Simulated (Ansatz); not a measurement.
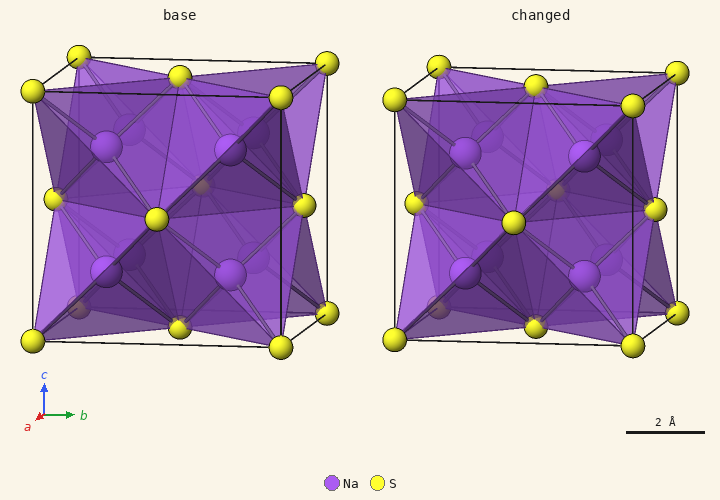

Left: solid Na2S (built on the measured structure type) at its r2SCAN-relaxed geometry. Right: the same structure after one change, at the same scale. Style: polyhedral. Shown: the conventional cell (4 times the calculation's cell), slightly off an axis. Lengths and directions refer to the drawn axes.

Level of theory: Ansatz 0.2.0, DFT, PBE, plane waves, PAW. Settings: plane-wave cutoff 420 eV; k-point mesh 8 × 8 × 8; occupations fermi dirac; smearing width 0.02 eV; no spin polarisation.

Which change leads from the left to the right?

All lengths are scaled by −4.0 % (volume −11.5 %). The atoms were relaxed with r2SCAN under that strain, and this is a single point on that geometry.

And its effect?

Among the bonded contacts that change: Na–S 2.819 → 2.707 Å. The space group stays Fm-3m (No. 225). It costs 49.4 meV per atom. Pressure: 0.8 GPa before, 5.7 GPa after. All forces vanish by symmetry.
